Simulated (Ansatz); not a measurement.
System: Mg2Zn3O5.

```cif
data_structure
_symmetry_space_group_name_H-M 'P 1'
_symmetry_Int_Tables_number 1
_cell_length_a 3.0452
_cell_length_b 3.0452
_cell_length_c 37.1210
_cell_angle_alpha 90.000
_cell_angle_beta 90.000
_cell_angle_gamma 120.000
_cell_volume 298.11
loop_
_atom_site_label
_atom_site_type_symbol
_atom_site_fract_x
_atom_site_fract_y
_atom_site_fract_z
_atom_site_occupancy
Mg1 Mg 0.66667 0.33333 0.23309 1
Mg2 Mg 0.33333 0.66667 0.56643 1
Mg3 Mg 0.00000 0.00000 0.89976 1
Mg4 Mg 0.00000 0.00000 0.10024 1
Mg5 Mg 0.66667 0.33333 0.43357 1
Mg6 Mg 0.33333 0.66667 0.76691 1
Zn1 Zn 0.00000 0.00000 0.29952 1
Zn2 Zn 0.66667 0.33333 0.63285 1
Zn3 Zn 0.33333 0.66667 0.96619 1
Zn4 Zn 0.33333 0.66667 0.16667 1
Zn5 Zn 0.00000 0.00000 0.50000 1
Zn6 Zn 0.66667 0.33333 0.83333 1
Zn7 Zn 0.66667 0.33333 0.03381 1
Zn8 Zn 0.33333 0.66667 0.36715 1
Zn9 Zn 0.00000 0.00000 0.70048 1
O1 O 0.33333 0.66667 0.26527 1
O2 O 0.00000 0.00000 0.59860 1
O3 O 0.66667 0.33333 0.93193 1
O4 O 0.00000 0.00000 0.20090 1
O5 O 0.66667 0.33333 0.53423 1
O6 O 0.33333 0.66667 0.86756 1
O7 O 0.66667 0.33333 0.13244 1
O8 O 0.33333 0.66667 0.46577 1
O9 O 0.00000 0.00000 0.79910 1
O10 O 0.33333 0.66667 0.06807 1
O11 O 0.00000 0.00000 0.40140 1
O12 O 0.66667 0.33333 0.73473 1
O13 O 0.00000 0.00000 0.00000 1
O14 O 0.66667 0.33333 0.33333 1
O15 O 0.33333 0.66667 0.66667 1
```

Space group R-3m; a structure generated by program, which may or may not match a known phase.

Theory: DFT PBE, scalar-relativistic, plane waves, PAW in Ansatz.

**Predict the valence pseudo-density and electron localisation function between the atoms.**

Mg–O (2.13 Å): the density is about 0.31 e/Å³ at the midpoint; the ELF peaks at about 0.85 in the valence shell of O, 0.6 Å from its nucleus, and is about 0.30 at the midpoint; a largely ionic contact.
Zn–O (2.16 Å): ρ is about 0.39 e/Å³ halfway; the ELF peaks at about 0.80 in the valence shell of O, 0.6 Å from its nucleus, and is about 0.15 at the midpoint (no localised pair shows between them).

**Does the calculation give a band gap?**

It is gapped, with a Kohn–Sham gap of 1.9 eV on the k-point mesh (the band edges may lie off the mesh, which would make the gap smaller).

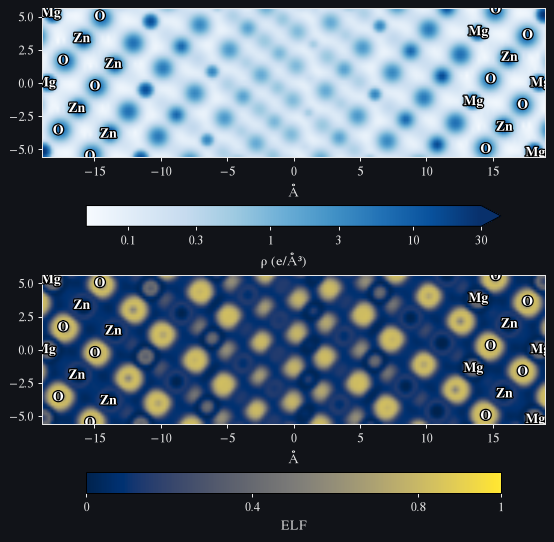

Computed valence pseudo-density and electron localisation function on the (111) plane of the conventional cell, in this order. Atoms just off the plane (Mg, 0.3 Å away, Zn, 0.3 Å away and O, 0.3 Å away) can leave unmarked features too.

In a PAW calculation such maps are meaningful between the atoms, not at the nuclei.
